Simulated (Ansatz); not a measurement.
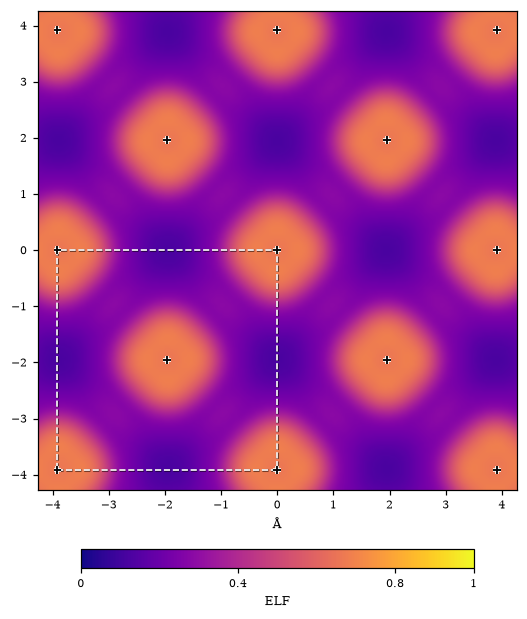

The ELF on a plane through atoms (crosses mark nuclei in the plane).

These are results of Ansatz 0.2.0, DFT PBE, scalar-relativistic, plane waves, PAW, not measurements.

Candidates:
A. Pt, a = 3.92 Å, b = 3.92 Å, c = 3.92 Å, α = 90.00°, β = 90.00°, γ = 90.00°. Space group Fm-3m; computed pressure about 12 GPa in this cell.
B. AlN, a = 3.11 Å, b = 3.11 Å, c = 4.83 Å, α = 90.00°, β = 90.00°, γ = 120.00°. Space group P6₃mc; changed on purpose from its base cell (strain +0.000 along x and y, -0.030 along z, atoms carried along); computed pressure about 11 GPa in this cell.

**Which candidate gave the map?**

Candidate A: Pt on the (100) plane of the conventional cell, which holds Pt. Pt–Pt (2.77 Å): the ELF is about 0.30 at the midpoint; no shared electron pair shows on this line.
